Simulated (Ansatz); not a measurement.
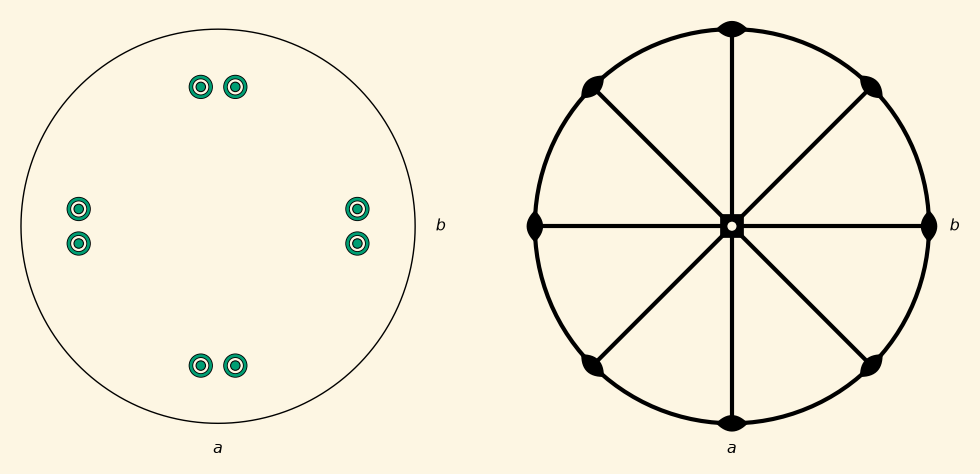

Stereographic projection: filled dots lie in the upper hemisphere, open rings in the lower; heavy lines are mirror planes (a heavy rim: a mirror in the plane of the page); lens, triangle, square and hexagon are 2-, 3-, 4- and 6-fold axes, a lens in an open square is −4, a triangle in an open hexagon −6; thin dashed diameters join the ends of axes that lie in the page; a small open circle marks inversion. The c axis points at the viewer. Left: one general form; right: the symmetry elements. Computed from the symmetry operations of a computed or model structure of composition SnSe.

### Identify the point group and its elements.

4/mmm (D4h), order 16, tetragonal system: one fourfold axis, four twofold axes, five mirror planes, an inversion centre.

### Can such a crystal be piezoelectric, pyroelectric or chiral?

It is centrosymmetric, so neither piezoelectric nor pyroelectric; it is not chiral.
